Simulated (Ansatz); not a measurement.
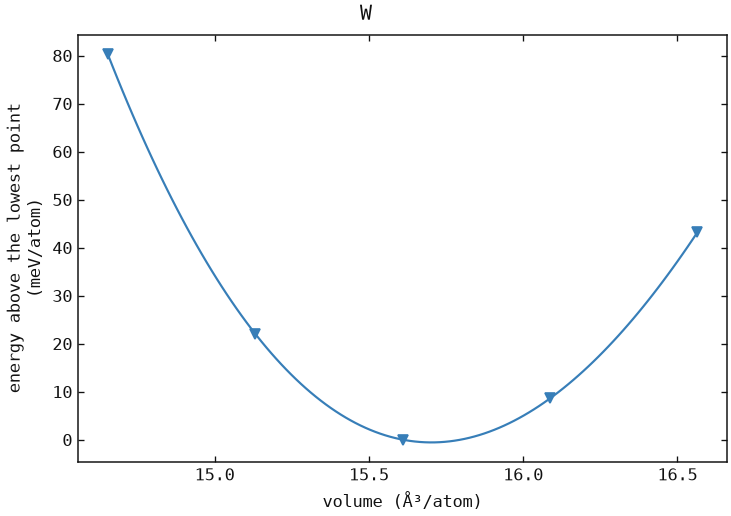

The figure shows the energy above the lowest point against volume for W, space group Im-3m (No. 229) (one of a set of cubic test structures, which need not be the stable phase).

Method: equation of state of a cubic crystal from periodic Kohn-Sham density functional theory without spin, third-order Birch-Murnaghan fit to the free energies; pressure corrected for the finite basis (Ansatz 0.2.0 development build). Level: HSE06.

structure type bcc; atoms in cell 1; space group number 229; lattice centring body-centred primitive; k mesh 6×6×6; occupation method Fermi–Dirac; occupation width 0.1 eV; wave cutoff 700 eV; datasets hard PAW; density tolerance 0 eV; bands 18; density cutoff ratio 4; search for lower states default; exchange singularity regularized.

From this curve and the settings, what does the calculation give for the pressure at the same points?

The pressure falls from 26.3 GPa at volume 14.65 Å³/atom to −15.5 GPa at 16.56 Å³/atom, and changes sign near 15.71 Å³/atom.

| volume (Å³/atom) | pressure (GPa) |
| --- | --- |
| 14.65 | 26.3 |
| 15.13 | 13.1 |
| 15.61 | 2.0 |
| 16.09 | −7.5 |
| 16.56 | −15.5 |

Caveats: coarse k-mesh, values are not converged in k; pseudopotentials made with PBE, not this functional.
